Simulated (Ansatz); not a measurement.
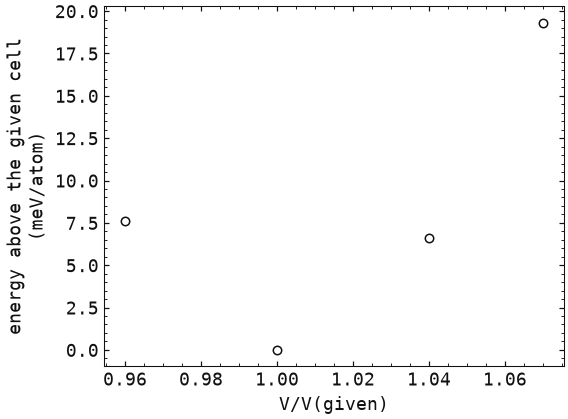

The picture above shows the energy above the given cell against V/V(given) for CaS, space group Fm-3m (No. 225) (cell built by us, not taken from a database).

The given structure:
```
Ca S
1.0
     0.00000    2.84787    2.84787
     2.84787    0.00000    2.84787
     2.84787    2.84787    0.00000
Ca S
1 1
Direct
  0.50000 0.50000 0.50000
  0.00000 0.00000 0.00000
```

Calculation (Ansatz 0.2.0): plane-wave density functional theory, PAW datasets, Gaussian smearing 0.05 eV: equation of state, the given cell scaled in volume with shape and atoms relaxed at each volume; third-order Birch-Murnaghan fit. Level: r2SCAN, no spin polarisation.

- PAW set: soft_2
- wave cutoff: 500 eV
- k mesh: 8×8×8
- symmetry use: detected

V(given) is 23.10 Å³/atom.

The points at V/V(given) 0.98 and 1.02 are left out of the plot. What values does the calculation give there?

```
V/V(given)  energy above the given cell (meV/atom)
      0.98                                    1.83
      1.02                                    1.72
```
